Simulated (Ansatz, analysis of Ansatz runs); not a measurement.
**NV- centre in 3C-SiC: hyperfine coupling against experiment**

Aim: the hyperfine coupling of the NV- centre in 3C-SiC, to be set beside the measurement. Set-up: PBE, 64-site cell, PBE lattice, 420 eV, k: the single point 1/4 1/4 1/4 then 2x2x2 shifted 0.5 0.5 0.5, symmetric start. The model is a cell of 64 host atoms with 1 site emptied and N put on another atom's site. The isotropic coupling follows from the spin density at the nucleus, the nuclear g-factor and the total spin. Another start tests whether the structure found is the lowest.

**The experiment.** 14N, isotropic part (sign not measured) (size measured, sign taken from theory): -1.26 MHz, by EPR (quoted in “Characterization and formation of NV centers in 3C, 4H and 6H SiC: an ab initio study”, 2017, A. Csóré et al., quoting earlier work (2016)).

Method: plane-wave PAW DFT, PBE; relaxation of all atoms of a defect supercell, in Ansatz 0.2.0.

### Step 1. The structure

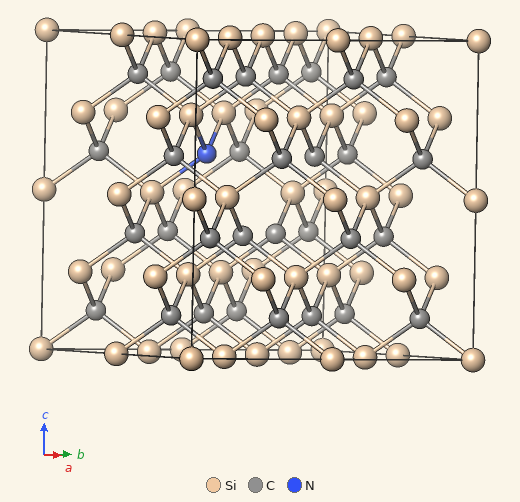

The cell as given, slightly off an axis (silicon light orange, carbon grey, nitrogen blue). Bonds to atoms that aren't drawn are left out. Some periodic images of atoms are drawn too.

The cell holds 63 atoms: 31 Si, 31 C and 1 N. Cell: a = 8.759 Å, b = 8.759 Å, c = 8.759 Å, α = 90.0°, β = 90.0°, γ = 90.0°. It derives from SiC (space group F-43m). Nearest the centre at fractional (0.500, 0.500, 0.500): N16 at 1.90 Å, C23 at 1.90 Å, C60 at 1.90 Å, C38 at 1.90 Å, Si28 at 3.10 Å, Si27 at 3.10 Å, Si19 at 3.10 Å, Si12 at 3.10 Å. The cell carries charge −1.

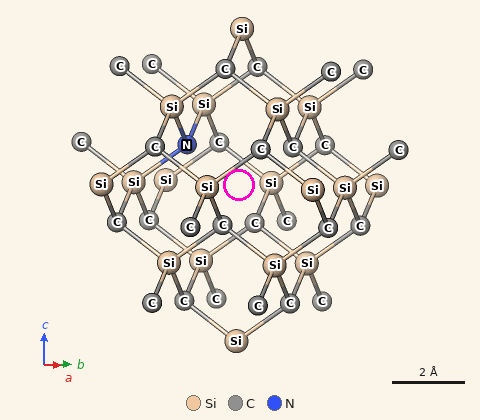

The atoms within 5 Å of the centre. A ring marks the centre wherever it is empty.

The host's primitive cell comes from a first run (plane-wave PAW DFT, PBE; relaxation of the host's cell and atoms): vectors of 3.097, 3.097 and 3.097 Å. That is 10.50 Å³ an atom, 1.5 % over the diffraction cell's volume. The supercell is built on it.

### Step 2. Relaxation, charge −1

Every later number rests on the structure around the defect, so the atoms are relaxed at the host's lattice first.

The input, relax/input.yaml:

```yaml
relax:
  f_tol: 0.02
  max_steps: 80
  escape_saddle: false
crystal:
  lattice:
    - [8.7594568, 0.0, 0.0]
    - [0.0, 0.0, -8.7594568]
    - [0.0, 8.7594568, 0.0]
  atoms:
    - { symbol: Si, position: [0.0, 0.0, 0.0] }
    - { symbol: Si, position: [0.0, 0.25, 0.25] }
    - { symbol: Si, position: [0.25, 0.0, 0.25] }
    - { symbol: Si, position: [0.25, 0.25, 0.0] }
    - { symbol: C, position: [0.125, 0.125, 0.125] }
    - { symbol: C, position: [0.125, 0.375, 0.375] }
    - { symbol: C, position: [0.375, 0.125, 0.375] }
    - { symbol: C, position: [0.375, 0.375, 0.125] }
    - { symbol: Si, position: [0.0, 0.0, 0.5] }
    - { symbol: Si, position: [0.0, 0.25, 0.75] }
    - { symbol: Si, position: [0.25, 0.0, 0.75] }
    - { symbol: Si, position: [0.25, 0.25, 0.5] }
    - { symbol: C, position: [0.125, 0.125, 0.625] }
    - { symbol: C, position: [0.125, 0.375, 0.875] }
    - { symbol: C, position: [0.375, 0.125, 0.875] }
    - { symbol: "N", position: [0.375, 0.375, 0.625] }
    - { symbol: Si, position: [0.0, 0.5, 0.0] }
    - { symbol: Si, position: [0.0, 0.75, 0.25] }
    - { symbol: Si, position: [0.25, 0.5, 0.25] }
    - { symbol: Si, position: [0.25, 0.75, 0.0] }
    - { symbol: C, position: [0.125, 0.625, 0.125] }
    - { symbol: C, position: [0.125, 0.875, 0.375] }
    - { symbol: C, position: [0.375, 0.625, 0.375] }
    - { symbol: C, position: [0.375, 0.875, 0.125] }
    - { symbol: Si, position: [0.0, 0.5, 0.5] }
    - { symbol: Si, position: [0.0, 0.75, 0.75] }
    - { symbol: Si, position: [0.25, 0.5, 0.75] }
    - { symbol: Si, position: [0.25, 0.75, 0.5] }
    - { symbol: C, position: [0.125, 0.625, 0.625] }
    - { symbol: C, position: [0.125, 0.875, 0.875] }
    - { symbol: C, position: [0.375, 0.625, 0.875] }
    - { symbol: C, position: [0.375, 0.875, 0.625] }
    - { symbol: Si, position: [0.5, 0.0, 0.0] }
    - { symbol: Si, position: [0.5, 0.25, 0.25] }
    - { symbol: Si, position: [0.75, 0.0, 0.25] }
    - { symbol: Si, position: [0.75, 0.25, 0.0] }
    - { symbol: C, position: [0.625, 0.125, 0.125] }
    - { symbol: C, position: [0.625, 0.375, 0.375] }
    - { symbol: C, position: [0.875, 0.125, 0.375] }
    - { symbol: C, position: [0.875, 0.375, 0.125] }
    - { symbol: Si, position: [0.5, 0.0, 0.5] }
    - { symbol: Si, position: [0.5, 0.25, 0.75] }
    - { symbol: Si, position: [0.75, 0.0, 0.75] }
    - { symbol: Si, position: [0.75, 0.25, 0.5] }
    - { symbol: C, position: [0.625, 0.125, 0.625] }
    - { symbol: C, position: [0.625, 0.375, 0.875] }
    - { symbol: C, position: [0.875, 0.125, 0.875] }
    - { symbol: C, position: [0.875, 0.375, 0.625] }
    - { symbol: Si, position: [0.5, 0.5, 0.0] }
    - { symbol: Si, position: [0.5, 0.75, 0.25] }
    - { symbol: Si, position: [0.75, 0.5, 0.25] }
    - { symbol: Si, position: [0.75, 0.75, 0.0] }
    - { symbol: C, position: [0.625, 0.625, 0.125] }
    - { symbol: C, position: [0.625, 0.875, 0.375] }
    - { symbol: C, position: [0.875, 0.625, 0.375] }
    - { symbol: C, position: [0.875, 0.875, 0.125] }
    - { symbol: Si, position: [0.5, 0.75, 0.75] }
    - { symbol: Si, position: [0.75, 0.5, 0.75] }
    - { symbol: Si, position: [0.75, 0.75, 0.5] }
    - { symbol: C, position: [0.625, 0.625, 0.625] }
    - { symbol: C, position: [0.625, 0.875, 0.875] }
    - { symbol: C, position: [0.875, 0.625, 0.875] }
    - { symbol: C, position: [0.875, 0.875, 0.625] }
total_charge: -1
basis:
  ecutwfc: 420
  xc_grid: 2
hamiltonian:
  xc: pbe
kpoints:
  mp_grid: { grid: [1, 1, 1], shift: [0.25, 0.25, 0.25] }
magnetization:
  spin_polarized: true
  initial_magnetization: 2
  spin_locking: { lock_magnetization: hard }
scf:
  occupations: { method: fermi_dirac, width: 0.01 }
  max_iter: 120
output:
  forces: true
checkpoint:
  write: "../relax.run"
  compress: false
  write_wavefunctions: true
  write_every: 100000
```

Launch:

```bash
> ansatz run input.yaml --threads 2 --pin off --max-ram 3768MiB --backend cpu --events-out ev --progress --plain --runs-dir out
```

Numbers of over 12 decimals in the logs are rounded to 6 here.

Log:

```text
[... repeated set-up lines and file paths are left out, and long positions are rounded to six places ...]
Engine: ansatz 0.2.0, aarch64-unknown-linux-gnu
Pseudopotentials: kind: paw
Pseudopotential: Si, paw, valence charge 4, recommended cutoff 420 eV (normal), Si.paw.azcp
Pseudopotential: C, paw, valence charge 4, recommended cutoff 420 eV (normal), C.paw.azcp
Pseudopotential: N, paw, valence charge 5, recommended cutoff 420 eV (normal), N.paw.azcp
Functional definition: PBE
  parameter kappa = 0.804
  parameter beta = 0.066725
  exchange = pbe_x(kappa = kappa, mu = beta*pi^2/3)
  correlation = pbe_c(beta = beta)
Crystal: 63 atoms, lattice volume = 672.096 Å³
Basis set: ecut = 420 eV, 13205 PW (Γ), exchange–correlation on 120×120×120 points (8 copies of the dense FFT grid, shifted against one another)
Bands: 191, of which v1, the nominal top of the filled ones, is band 127 counted from 1 (126 counted from 0)
Symmetry: 2 space group operations
k-points: 1
Non-local potential: Si, projectors of the file, l = 0: 2, l = 1: 2, l = 2: 2
Non-local potential: C, projectors of the file, l = 0: 2, l = 1: 2, l = 2: 1
Non-local potential: N, projectors of the file, l = 0: 2, l = 1: 2, l = 2: 1
PAW form: soft (Blöchl's): semilocal exchange-correlation on the pseudo side does not see the compensation charge
PAW one-centre angular grid: Si, 110 points (default); XC on 64 Gauss nodes
PAW one-centre angular grid: C, 110 points (default); XC on 64 Gauss nodes
PAW one-centre angular grid: N, 110 points (default); XC on 64 Gauss nodes
Initial density: superposition of atomic densities (chi_scale 0.1, normalization cell, long waves kept (reshape's long-wave potential 0.29 eV rms))
Starting moments: Σ|m| = 2 μB on 63 of 63 sites
Initial wavefunctions: pseudopotential atomic-orbital guess
Functional: x = pbe(κ = 0.804, μ = 0.219515), c = pbe(β = 0.066725)
SCF iter   1: F=—  HF=-27923.985920 eV  |F-HF|=—  |Δ(HF+E_count)|=         —  Δρ=7.48e-2 (↑7.33e-2 ↓7.48e-2)  dr2=1.89e2  dr2_m=6.50e-1  M=2.000 μB ∫|m|=2.023 μB  β_m=0.30  ethr=3.10e-3  ⟨swp⟩=6.0  Hψ=1680  notcnv=0  defer=52
preconditioner: auto → Resta (q_TF=auto, 2.320 Å⁻¹)  ε∞=4.3  [insulator: Δε(μ)=0.192 eV  Ē_g=12.556 eV  σ=0.010 eV  W_gap=1.00  n_scr=146 (ndim 8)  ℏωp=22.8 eV  f_vac=0.000  D(μ)=0.01/eV (n_scr^D=0)  ε∞_Penn≈4.3]
spin=Collinear: Resta preconditioning applied to the charge; magnetization (m = ρ↑ − ρ↓) channel mixes plain (no charge-response kernel on spin).
SCF iter   2: F=—  HF=-27885.665097 eV  |F-HF|=—  |Δ(HF+E_count)|=    3.83e1  Δρ=4.18e-2 (↑4.06e-2 ↓4.18e-2)  dr2=5.32e1  dr2_m=3.47e-1  M=2.000 μB ∫|m|=2.041 μB  β_m=0.45  ethr=3.10e-3  ⟨swp⟩=3.0  Hψ=713  notcnv=0  defer=117
SCF iter   3: F=—  HF=-27872.179410 eV  |F-HF|=—  |Δ(HF+E_count)|=    1.35e1  Δρ=2.18e-2 (↑1.55e-2 ↓2.18e-2)  dr2=1.10e1  dr2_m=2.11e-1  M=2.000 μB ∫|m|=2.185 μB  β_m=0.42  ethr=3.10e-3  ⟨swp⟩=3.0  Hψ=544  notcnv=0  defer=117
SCF iter   4: F=—  HF=-27870.972880 eV  |F-HF|=—  |Δ(HF+E_count)|=    1.21e0  Δρ=8.98e-3 (↑8.71e-3 ↓8.98e-3)  dr2=1.26e0  dr2_m=2.33e-2  M=2.000 μB ∫|m|=2.104 μB  β_m=0.64  ethr=3.10e-3  ⟨swp⟩=2.0  Hψ=519  notcnv=0  defer=117
SCF iter   5: F=—  HF=-27870.968664 eV  |F-HF|=—  |Δ(HF+E_count)|=   4.22e-3  Δρ=3.21e-3 (↑2.15e-3 ↓3.21e-3)  dr2=2.55e-1  dr2_m=4.00e-3  M=2.000 μB ∫|m|=2.148 μB  β_m=0.55  ethr=4.96e-4  ⟨swp⟩=2.5  Hψ=472  notcnv=0  defer=117
SCF iter   6: F=—  HF=-27870.943455 eV  |F-HF|=—  |Δ(HF+E_count)|=   2.52e-2  Δρ=1.31e-3 (↑6.94e-4 ↓1.31e-3)  dr2=2.71e-2  dr2_m=1.62e-3  M=2.000 μB ∫|m|=2.156 μB  β_m=0.66  ethr=1.00e-4  ⟨swp⟩=2.0  Hψ=523  notcnv=0  defer=117
SCF iter   7: F=—  HF=-27870.947087 eV  |F-HF|=—  |Δ(HF+E_count)|=   3.63e-3  Δρ=5.55e-4 (↑3.17e-4 ↓5.55e-4)  dr2=3.62e-3  dr2_m=5.02e-4  M=2.000 μB ∫|m|=2.160 μB  β_m=0.78  ethr=1.07e-5  ⟨swp⟩=2.5  Hψ=473  notcnv=0  defer=117
SCF iter   8: F=—  HF=-27870.948092 eV  |F-HF|=—  |Δ(HF+E_count)|=   1.00e-3  Δρ=2.10e-4 (↑1.11e-4 ↓2.10e-4)  dr2=6.86e-4  dr2_m=7.40e-5  M=2.000 μB ∫|m|=2.161 μB  β_m=0.81  ethr=1.42e-6  ⟨swp⟩=2.5  Hψ=590  notcnv=0  defer=117
SCF iter   9: F=—  HF=-27870.948150 eV  |F-HF|=—  |Δ(HF+E_count)|=   5.81e-5  Δρ=7.32e-5 (↑2.64e-5 ↓7.32e-5)  dr2=7.38e-5  dr2_m=9.41e-6  M=2.000 μB ∫|m|=2.162 μB  β_m=0.83  ethr=2.70e-7  ⟨swp⟩=2.0  Hψ=518  notcnv=0  defer=117
SCF iter  10: F=—  HF=-27870.948148 eV  |F-HF|=—  |Δ(HF+E_count)|=   1.37e-6  Δρ=3.19e-5 (↑1.09e-5 ↓3.19e-5)  dr2=1.24e-5  dr2_m=2.25e-6  M=2.000 μB ∫|m|=2.162 μB  β_m=0.88  ethr=2.91e-8  ⟨swp⟩=2.5  Hψ=448  notcnv=0  defer=117
SCF iter  11: F=—  HF=-27870.948149 eV  |F-HF|=—  |Δ(HF+E_count)|=   2.86e-7  Δρ=1.44e-5 (↑3.97e-6 ↓1.44e-5)  dr2=2.45e-6  dr2_m=3.76e-7  M=2.000 μB ∫|m|=2.162 μB  β_m=0.94  ethr=3.94e-9  ⟨swp⟩=4.0  Hψ=902  notcnv=0
SCF iter  12: F=-27870.948149 eV  HF=-27870.948149 eV  |F-HF|=6.67e-8  |Δ(HF+E_count)|=   5.75e-8  Δρ=2.10e-6 (↑1.75e-6 ↓2.10e-6)  dr2=1.18e-7  dr2_m=2.37e-9  M=2.000 μB ∫|m|=2.162 μB  ethr=9.63e-10  ⟨swp⟩=3.5  Hψ=834  notcnv=0
SCF 1 converged in 12 iterations: F = -27870.948149 eV  dr2 = 1.18e-7
  greatest PAW one-centre occupation: 0.794 electrons in one spin orbital (limit 2), on the N atom at site 15 (counted from 0), in its partial waves of l = 0
relax step   1: F+E_penalty+E_count = -27870.94814853 eV  Δ(F+E_penalty+E_count) = +0.000e0 eV  max|allowed force component| = 1.591e0 eV/Å  Δτ_max = 0.0000 Å  (12 SCF iters, dr2 threshold 1.00e-5 eV, accepted)
[... the SCF cycles and remarks between the steps are left out from here to the last step ...]
relax step   2: F+E_penalty+E_count = -27871.71163788 eV  Δ(F+E_penalty+E_count) = -7.635e-1 eV  max|allowed force component| = 7.720e-1 eV/Å  Δτ_max = 0.1661 Å  (7 SCF iters, dr2 threshold 1.00e-4 eV, accepted)
relax step   3: F+E_penalty+E_count = -27871.95076149 eV  Δ(F+E_penalty+E_count) = -2.391e-1 eV  max|allowed force component| = 2.551e-1 eV/Å  Δτ_max = 0.0718 Å  (7 SCF iters, dr2 threshold 3.72e-5 eV, accepted)
relax step   4: F+E_penalty+E_count = -27871.96293245 eV  Δ(F+E_penalty+E_count) = -1.217e-2 eV  max|allowed force component| = 1.985e-2 eV/Å  Δτ_max = 0.0121 Å  (6 SCF iters, dr2 threshold 7.11e-6 eV, accepted)
iter 1 solved again at ethr=2.49e-10 eV; its pass at ethr=3.10e-3 eV (dr2=6.33e-7 eV) is discarded
SCF iter   1: F=—  HF=-27871.962932 eV  |F-HF|=—  |Δ(HF+E_count)|=         —  Δρ=4.81e-6 (↑4.80e-6 ↓4.81e-6)  dr2=6.34e-7  dr2_m=6.82e-9  M=2.000 μB ∫|m|=2.157 μB  β_m=0.30  ethr=2.49e-10  ⟨swp⟩=1.0  Hψ=1062  notcnv=0  defer=117
SCF iter   2: F=—  HF=-27871.962932 eV  |F-HF|=—  |Δ(HF+E_count)|=   5.80e-8  Δρ=3.29e-6 (↑3.23e-6 ↓3.29e-6)  dr2=3.23e-7  dr2_m=4.49e-9  M=2.000 μB ∫|m|=2.157 μB  β_m=0.59  ethr=2.49e-10  ⟨swp⟩=2.0  Hψ=517  notcnv=0  defer=117
SCF iter   3: F=-27871.962933 eV  HF=-27871.962933 eV  |F-HF|=2.17e-8  |Δ(HF+E_count)|=   1.58e-7  Δρ=1.29e-6 (↑1.24e-6 ↓1.29e-6)  dr2=6.04e-8  dr2_m=7.04e-10  M=2.000 μB ∫|m|=2.157 μB  ethr=3.94e-11  ⟨swp⟩=2.0  Hψ=916  notcnv=0
SCF 5 converged in 3 iterations: F = -27871.962933 eV  dr2 = 6.04e-8
relax step   5: F+E_penalty+E_count = -27871.96293261 eV  Δ(F+E_penalty+E_count) = -1.668e-7 eV  max|allowed force component| = 1.984e-2 eV/Å  Δτ_max = 0.0000 Å  (3 SCF iters, accepted)
NSCF: frozen V_eff on 1 k-points
the band table was solved once a step of the walk had ended and its energy, with any forces and stress, was formed, with the checks that follow a solve (1952 applications of the Hamiltonian). They found nothing against the state; [...]
SCF converged after 3 iterations
Magnetization: 2.0000 μB (128.0000 up, 126.0000 down)
Absolute magnetization: 2.1590 μB (∫|ρ↑−ρ↓|, with the PAW one-centre terms)
Spin contamination: 0.0118 ħ² per cell (⟨S²⟩ above its minimum at these occupations)
Per-site moments (μB) at R_I (Å): [(3.141189077429593e-5, 0.780373), (-0.000332491, 0.781847), (-0.000332491, 0.781847), [... 60 left out ...]
Free energy (F): -27871.962933 eV
Harris-Foulkes:  -27871.962933 eV  (|F-HF|=2.17e-8)
Internal energy: -27871.962933 eV  (E = F + TS)
E sigma→0 (E₀):  -27871.962933 eV
Fermi energy:    9.806569 (↑ 10.402555, ↓ 9.761880) eV
--- Per-component energies (eV) ---
  E_band       = 789.608532
  E_kinetic    = 4324.018058
  E_local      = -3693.614426  (includes V_loc(G=0)·N_el)
  E_nonlocal   = 1651.556631
  E_hartree    = 1137.542306
  E_xc         = -3329.263539
  E_vxc        = -3464.586198  (∫ρ·V_xc dr)
  E_paw        = -19100.440348  (= ΣΔE_a)
  E_vpaw       = -302.853877  (= ΣTr[D̂ρ^β])
  E_aug_tail   = 0.000459  (compensation charges beyond the density's cutoff)
  E_ewald      = -8861.762074
  E_smearing   = -0.000000  (= −TS)
  E_closure    = 0.000000  (closes the sum)
  E_deformation_potential = -17.411678  (in the stress; not in F)
  Σ components = -27871.962933   (vs F -27871.962933, Δ=0.00e0)
--- Forces (eV/Å), atoms counted from 1 ---
  atom   1  Si    -0.01039994     0.00470939     0.01039994
  atom   2  Si    -0.01798968     0.00702249    -0.00045051
  [... 9 atoms left out ...]
  atom  12  Si     0.00626722    -0.00672258    -0.00626722
  [... 3 atoms left out ...]
  atom  16  N      0.00985727     0.00381200    -0.00985727
  [... 2 atoms left out ...]
  atom  19  Si     0.00640258    -0.00251973     0.00235527
  [... 3 atoms left out ...]
  atom  23  C      0.00619189     0.00647178     0.00300228
  [... 3 atoms left out ...]
  atom  27  Si     0.00474406    -0.01138158     0.00187420
  [... 1 atom left out ...]
  atom  29  C      0.00154449    -0.00094979     0.00412795
  [... 1 atom left out ...]
  atom  31  C      0.00671972    -0.00335097     0.00348528
  [... 6 atoms left out ...]
  atom  38  C     -0.00300228     0.00647178    -0.00619189
  [... 3 atoms left out ...]
  atom  42  Si    -0.00187420    -0.01138158    -0.00474406
  [... 17 atoms left out ...]
  atom  60  C      0.00039136    -0.00073956    -0.00039136
  [... 3 atoms left out ...]
  max |Σ_I F_I| component: 1.68e-5 eV/Å
--- Band table (eV) ---
  k-point 0 ↑: bands = ["-6.7585", "-5.8761", "-5.2641", "-5.1723", [... 183 left out ...] "16.9630", "16.9634", "16.9839", "17.0051"]
  k-point 0 ↓: bands = ["-6.7484", "-5.8511", "-5.2361", "-5.1435", [... 183 left out ...] "16.9879", "16.9938", "17.0043", "17.0302"]
--- Relaxed structure (5 steps of the walk, 5 accepted, 0 SCFs on fresh bases) ---
  F+E_penalty+E_count = -27871.96293261 eV   max|allowed force component| = 1.984e-2 eV/Å
  atoms:
    - { symbol: Si, position: [-0.000162, -0.000162, -4.966432497955895e-5] }
    - { symbol: Si, position: [0.000347, 0.250473, 0.250960] }
    [... 9 atoms left out ...]
    - { symbol: Si, position: [0.251018, 0.251018, 0.505141] }
    [... 3 atoms left out ...]
    - { symbol: N, position: [0.358712, 0.358712, 0.640353] }
    [... 2 atoms left out ...]
    - { symbol: Si, position: [0.252507, 0.500924, 0.251745] }
    [... 3 atoms left out ...]
    - { symbol: C, position: [0.366978, 0.636311, 0.364927] }
    [... 3 atoms left out ...]
    - { symbol: Si, position: [0.251594, 0.494534, 0.748266] }
    [... 1 atom left out ...]
    - { symbol: C, position: [0.127641, 0.622566, 0.625177] }
    [... 1 atom left out ...]
    - { symbol: C, position: [0.375255, 0.622531, 0.872606] }
    [... 6 atoms left out ...]
    - { symbol: C, position: [0.636311, 0.366978, 0.364927] }
    [... 3 atoms left out ...]
    - { symbol: Si, position: [0.494534, 0.251594, 0.748266] }
    [... 17 atoms left out ...]
    - { symbol: C, position: [0.635872, 0.635872, 0.632808] }
    [... 3 atoms left out ...]
```

Run time: 1.9 min. Hardware: 2 threads of Arm Neoverse V1, shared host; peak memory 1.6 GiB; 3.8 min of CPU time.

Relaxation path:

```
step  energy less that of the first step (eV)  largest force component (eV/Å)
   1                                   0.0000                          1.5911
   2                                  -0.7635                          0.7720
   3                                  -1.0026                          0.2551
   4                                  -1.0148                          0.0199
   5                                  -1.0148                          0.0198
```

Forces are held to the 2 operations that the run works with; a distortion that breaks them can't arise in this run.

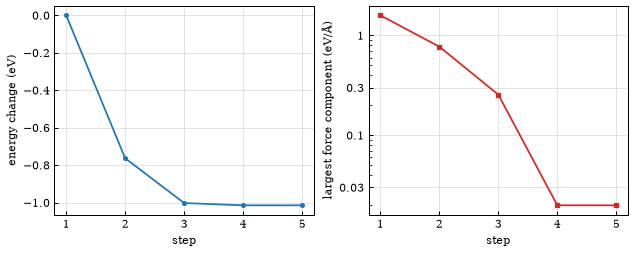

Energy and largest force along the relaxation.

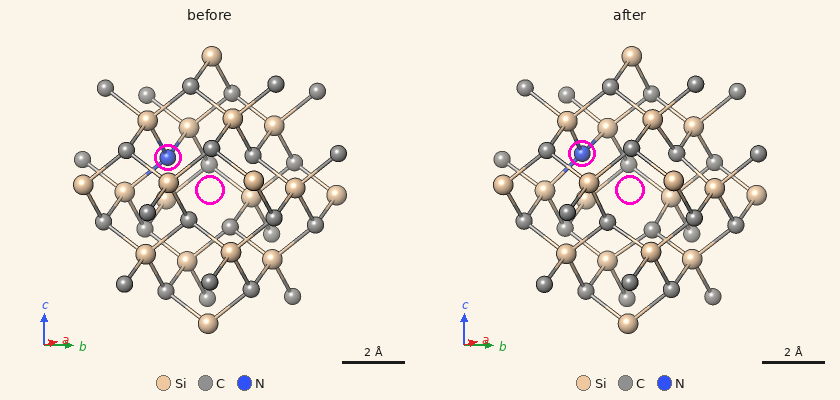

Before and after: the atoms that start within 5 Å of the centre. N16, which moves most, is ringed if it is among them. A ring with no atom in it marks the empty centre.

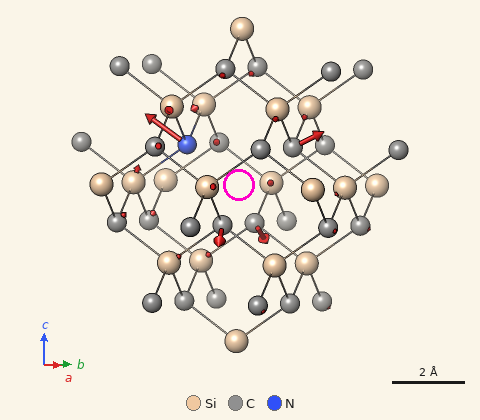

Displacements in the relaxation near the centre, exaggerated; the longest in the cell stands for 0.24 Å. A ring marks the centre wherever it is empty.

The atoms that moved most (Å):

| atom | dx | dy | dz | length |
| --- | --- | --- | --- | --- |
| N16 | -0.143 | 0.134 | 0.143 | 0.242 |
| C60 | 0.095 | 0.068 | -0.095 | 0.151 |
| C38 | 0.099 | -0.088 | 0.070 | 0.150 |
| C23 | -0.070 | -0.088 | -0.099 | 0.150 |
| Si27 | 0.014 | -0.015 | 0.048 | 0.052 |
| Si42 | -0.048 | -0.015 | -0.014 | 0.052 |
| Si12 | 0.009 | 0.045 | -0.009 | 0.047 |
| C7 | 0.003 | 0.023 | -0.022 | 0.032 |

The atoms nearest to the centre after the run:

```
atom  distance (Å)
 C23         2.045
 C38         2.045
 C60         2.046
 N16         2.139
Si58         3.066
Si57         3.066
Si28         3.068
Si44         3.068
Si34         3.071
Si19         3.071
Si27         3.077
Si42         3.077
Si59         3.083
Si12         3.085
Si50         3.087
Si51         3.087
```

Read from the output:

* free energy: -27871.9629 eV
* total moment: 2 μB
* integral of the absolute spin density: 2.159 μB
* spin contamination: 0.01184

The relaxation ends 16 meV an atom lower, with a largest force component of 0.020 eV/Å.

[end of part 1 of 2]

[Logs are printed without paths, hosts, clocks, repeated set-up lines and the standing remarks that a program may print on its own settings, such as how far it seeks lower states.]

[Hosts, paths, dates, database ids (printed as entryN), source tags and the programs' standing remarks are cut or masked in the printed files.]

[For some hosts the program warned that the k-mesh of the response run may be too coarse for force constants and the static dielectric constant; such warnings are not shown here.]
